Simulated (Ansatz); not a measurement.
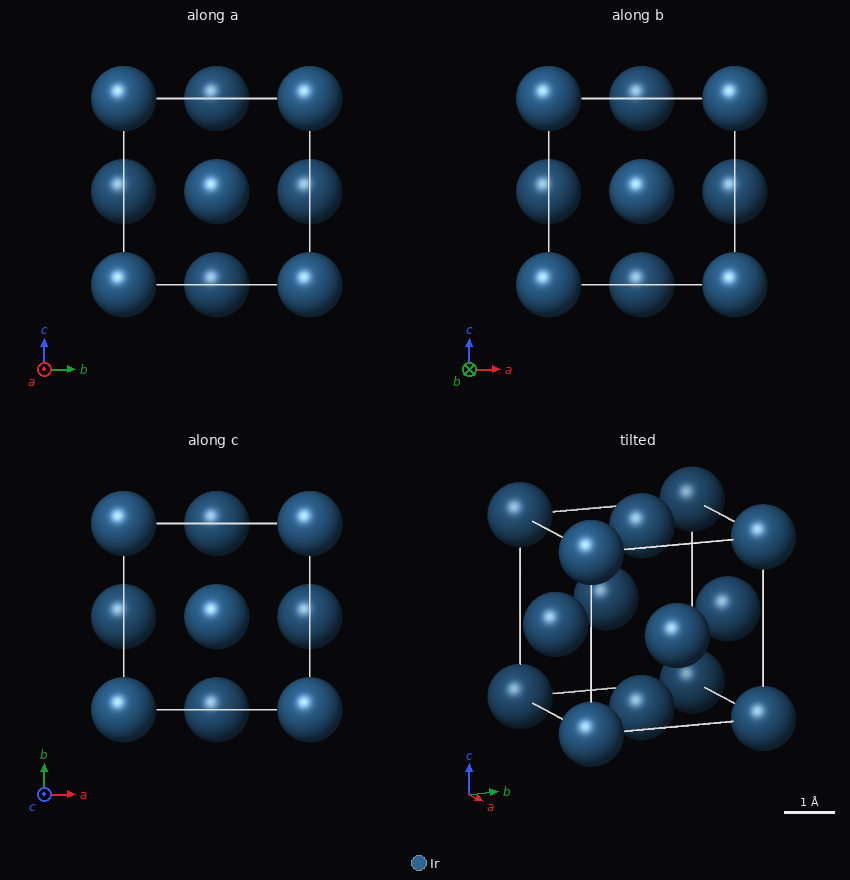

Spheres-only drawing of the structure, looking along the a axis, along the b axis, along the c axis and slightly off an axis. The parallelepiped is the conventional unit cell.

Lattice parameters: a = 3.7471 Å, b = 3.7471 Å, c = 3.7471 Å, α = 90.000°, β = 90.000°, γ = 90.000°.

Question: Put the structure into a CIF with its space group and independent sites.

Answer:
```cif
data_structure
_symmetry_space_group_name_H-M 'F m -3 m'
_symmetry_Int_Tables_number 225
_cell_length_a 3.7471
_cell_length_b 3.7471
_cell_length_c 3.7471
_cell_angle_alpha 90.000
_cell_angle_beta 90.000
_cell_angle_gamma 90.000
_cell_volume 52.61
loop_
_atom_site_label
_atom_site_type_symbol
_atom_site_symmetry_multiplicity
_atom_site_Wyckoff_symbol
_atom_site_fract_x
_atom_site_fract_y
_atom_site_fract_z
_atom_site_occupancy
Ir1 Ir 4 a 0.0000 0.0000 0.0000 1
```

Starting structure: the standard structure of this element. The cell was then strained or its atoms displaced on purpose. An electronic-structure calculation with Ansatz was run on it.

At this level of theory the cell isn't at rest (compressed, at 29 GPa), so its distances can differ from those at equilibrium, the more so the softer the solid.
